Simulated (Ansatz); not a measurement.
This input was run:

```
crystal:
  lattice:
    - [2.8669036825, 0.0, 0.0]
    - [0.0, 2.8669036825, 0.0]
    - [0.0, 0.0, 25.0816211046]
  atoms:
    - { symbol: Ag, position: [0.5, 0.5, 0.3388935654] }
    - { symbol: Ag, position: [0.0, 0.0, 0.4197179677] }
    - { symbol: Ag, position: [0.5, 0.5, 0.500816276] }
    - { symbol: Ag, position: [0.0, 0.0, 0.5799214924] }
    - { symbol: O, position: [0.0, 0.3333333333, 0.6556741717] }
basis:
  ecutwfc: 420
kpoints:
  mp_grid: { grid: [10, 10, 1] }
hamiltonian:
  xc: pbesol
scf:
  occupations: { method: gaussian, width: 0.1 }
output:
  forces: true
  eigenvalues: true
  write_density: true
  write_potential: true
  elf: true
  volumetric_format: npy
relax:
  adjacent_minimum: "off"
  f_tol: 0.02
  max_steps: 25
  constraints: [{ sites: [0, 1, 2, 3] }, { site: 4, fix: xy }]
efield:
  axis: 3
  dipole_correction: true
  ramp_width: 0.04
```

Run as:
```bash
ansatz run input.yaml --threads 2 --pin off --max-ram 5120MiB --backend cpu --events-out ev --progress --plain --runs-dir out
```

What does the potential across the slab give for the work function?

The work function is 8.81 eV at the right face and 4.42 eV at the left. The vacuum level is 4.39 eV higher at the right than at the left, so the slab carries a dipole along its normal; the ramp in the vacuum, at or near the edge of the plot, is the dipole correction that keeps each side flat. Some atoms were held fixed in the relaxation, which can itself make the faces differ. The outermost atoms are 7.7 Å apart, which leaves 17.4 Å of vacuum in a cell 25.1 Å high.

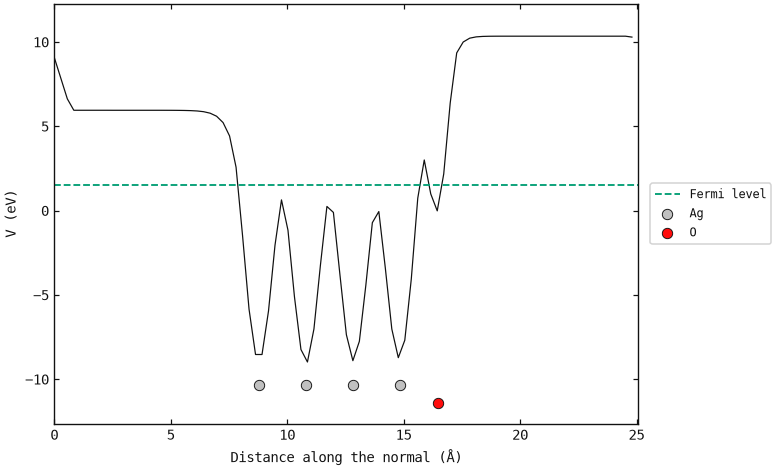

Plane-averaged electrostatic potential energy of an electron across the slab; circles at the bottom mark the heights of the atoms (positions after relaxation).
